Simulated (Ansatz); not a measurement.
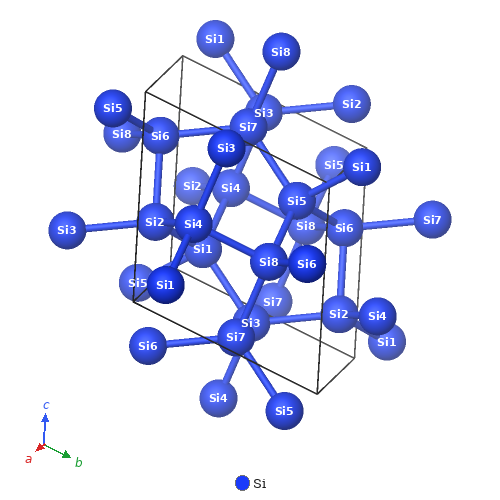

The system is Si (Ia-3, No. 206; 8 atoms in the cell); the picture shows the reference structure. The energy is mapped over volume and the cell's shape. Coordinates scanned: (1) volume per atom; (2) c/a of the conventional cell. Nothing is relaxed (fractional coordinates fixed). The scan uses an 11 × 11 grid. Points are written as (first, second). All energies are given in meV/atom relative to the lowest grid point. Computed with Ansatz, DFT PBEsol, scalar-relativistic, plane waves, PAW. Settings: cutoff 420 eV, k-mesh 10×10×10, gaussian smearing 0.15 eV, no spin polarisation.

Its coordinates:

```yaml
crystal:
  lattice:
    - [-3.29978, 3.29978, 3.29978]
    - [3.29978, -3.29978, 3.29978]
    - [3.29978, 3.29978, -3.29978]
  atoms:
    - { symbol: Si, position: [0.20479, 0.20479, 0.20479] }
    - { symbol: Si, position: [0.50000, 0.00000, 0.29521] }
    - { symbol: Si, position: [0.29521, 0.50000, 0.00000] }
    - { symbol: Si, position: [0.00000, 0.29521, 0.50000] }
    - { symbol: Si, position: [0.79521, 0.79521, 0.79521] }
    - { symbol: Si, position: [0.50000, 0.00000, 0.70479] }
    - { symbol: Si, position: [0.70479, 0.50000, 0.00000] }
    - { symbol: Si, position: [0.00000, 0.70479, 0.50000] }
```

The input of one point:

```yaml
crystal:
  lattice:
    - [-3.2997823765, 3.2997823765, 3.2997823765]
    - [3.2997823765, -3.2997823765, 3.2997823765]
    - [3.2997823765, 3.2997823765, -3.2997823765]
  atoms:
    - { symbol: Si, position: [0.2047947401, 0.2047947401, 0.2047947401] }
    - { symbol: Si, position: [0.5, 0.0, 0.2952052599] }
    - { symbol: Si, position: [0.2952052599, 0.5, 0.0] }
    - { symbol: Si, position: [0.0, 0.2952052599, 0.5] }
    - { symbol: Si, position: [0.7952052599, 0.7952052599, 0.7952052599] }
    - { symbol: Si, position: [0.5, 0.0, 0.7047947401] }
    - { symbol: Si, position: [0.7047947401, 0.5, 0.0] }
    - { symbol: Si, position: [0.0, 0.7047947401, 0.5] }
basis:
  ecutwfc: 420
kpoints:
  mp_grid: { grid: [10, 10, 10] }
hamiltonian:
  xc: pbesol
  pseudopotentials: { kind: paw, azcp: { folder: soft_1 } }
scf:
  occupations: { method: gaussian, width: 0.15 }
output:
  forces: true
  stress: true
  eigenvalues: true
  write_density: true
  write_potential: true
  elf: true
  volumetric_format: npy
```

Range: volume per atom from 16.528 to 19.402 Å³; c/a of the conventional cell from 0.886 to 1.128.

### What will the energy surface look like?

The lowest grid point is at (17.965 Å³, 1.000). It is the only kind of minimum in the scanned range. The highest grid point, (16.528 Å³, 1.128), lies 128 meV/atom above the lowest. Round the minimum the two coordinates are nearly uncoupled.

```tsv
c/a of the conventional cell ↓, volume per atom →	16.528	16.815	17.103	17.390	17.678	17.965	18.252	18.540	18.827	19.115	19.402
1.128	128	111	98	89	84	81	82	85	91	98	108
1.101	98	81	69	60	55	52	53	57	63	71	81
1.075	74	57	45	36	31	29	30	34	40	49	59
1.049	57	40	28	20	15	13	14	18	25	33	44
1.024	47	30	18	10	5	3	5	9	15	24	35
1.000	43	27	15	6	2	0	1	5	12	21	32
0.976	47	30	18	10	5	3	5	9	15	24	35
0.953	56	40	28	19	14	13	14	18	24	33	44
0.930	73	56	44	35	30	28	29	33	39	48	58
0.908	94	77	65	56	51	49	50	53	59	67	78
0.886	119	103	90	81	76	74	74	77	83	91	101
```

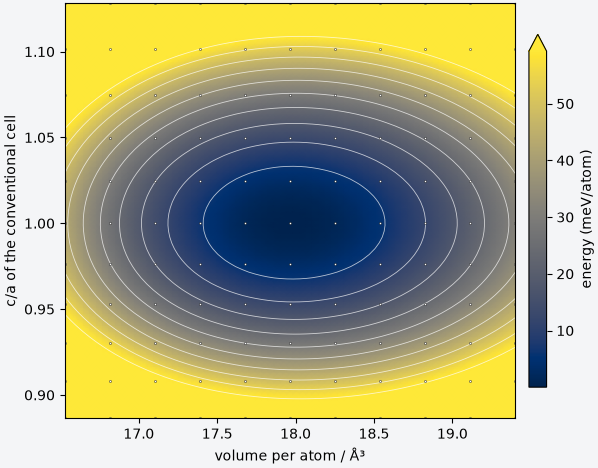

In the figure: a smooth colour map with a few white contour lines, dots at the grid points, one colour for all values above the top of the scale. Between grid points the surface is interpolated.

Each point was launched as `ansatz run input.yaml --threads 4 --pin off --max-ram 8192MiB --backend cpu --events-out ev --progress --plain --runs-dir out`. The whole map (121 points run) took 5.7 min on 4 threads of AMD EPYC 9R45 96-Core Processor (Zen 5), on a shared host.
